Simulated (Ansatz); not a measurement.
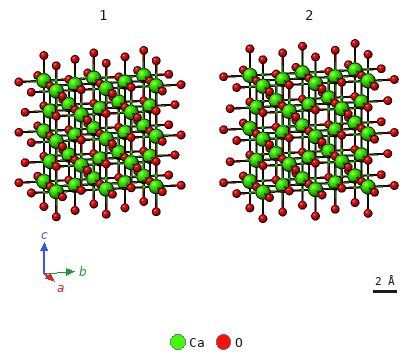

Two geometries of crystalline CaO (a generated structure, set up in Fm-3m), drawn at one scale. One is the start of a relaxation, the other its converged end. The picture is a ball-and-stick view of the conventional cell (4 times the calculation's cell), repeated 1 × 2 × 2 with one cell outlined, seen slightly off an axis. Lengths and directions refer to the drawn axes.

All numbers below come from DFT, PBE, PAW with Ansatz's default frozen-core files, scalar-relativistic (Ansatz 0.2.0). Set-up: plane-wave cutoff 420 eV; k-point mesh 12 × 12 × 12; occupations fermi dirac; smearing width 0.05 eV; no spin polarisation; cell and atoms relaxed; force threshold 0.005 eV/Å; at most 80 steps.

Which of the two is the end point?

Structure 2 is the relaxed one. Case: cell and atoms relaxed from a first guess. After 3 accepted moves (5 points after the start) the energy has fallen by 124 meV per atom. All forces vanish by symmetry, so only the cell relaxes. Pressure: 22.73 GPa at the start and 0.02 GPa at the end. The SCF was repeated twice at an unchanged geometry on a basis and grid sized afresh for the cell, which shifted the energy by 11.5 meV per atom at most. The atoms keep their places relative to the cell (all moves are under 0.005 Å). Cell: a = b = c 4.589 → 4.831 Å (+5.3 %). Volume +16.6 %. Near-neighbour distances that change, for instance: Ca–Ca 3.245 → 3.416 Å, Ca–O 2.294 → 2.415 Å. The space group stays Fm-3m (No. 225). The run took about 2.2 core-seconds on a shared host.
